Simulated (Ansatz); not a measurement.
**Geometry relaxation of Ge$_{7}$H$_{2}$ (part 5 of 5)**

Continued. System: Ge$_{7}$H$_{2}$ (slab, 36 atoms in the cell). Method: DFT LDA, scalar-relativistic, plane waves, PAW, no spin polarisation (Ansatz 0.2.0); cutoff 420 eV, 3×3×1 k-mesh, Gaussian smearing of 0.05 eV. The structure derives from an entry of the Crystallography Open Database. The input holds or restrains some coordinates. Forces given for the steps count only the free coordinates.

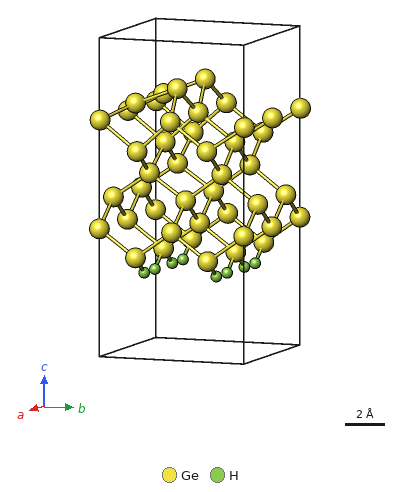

**Figure 1.** The geometry at step 11 of the log (ball-and-stick view of the cell of the calculation, with the vacuum cut short, seen slightly off an axis).

Results in brief

| quantity | value |
| --- | --- |
| outcome | converged under the restraints of the input |
| electrons treated | 400 |
| free energy | −118157.6663 eV |
| work function, top face | 4.77 eV |
| work function, bottom face | 4.51 eV |
| Fermi energy | 1.206 eV |
| gap on the k-point mesh | 0.42 eV |
| final volume | 1402.57 Å³ |
| work function (upper face) | 4.77 eV |
| largest force (length of the vector) at the end, held atoms and coordinates included | 0.327 eV/Å |
| hardware | 4 threads of Arm Neoverse V1, 24 GiB of memory available, shared host |
| wall time | 16 min (CPU time 57 min) |
| peak memory | 5 GiB |

Remarks

Warnings of the run: the exchange-correlation potential is rough where the density is thin.
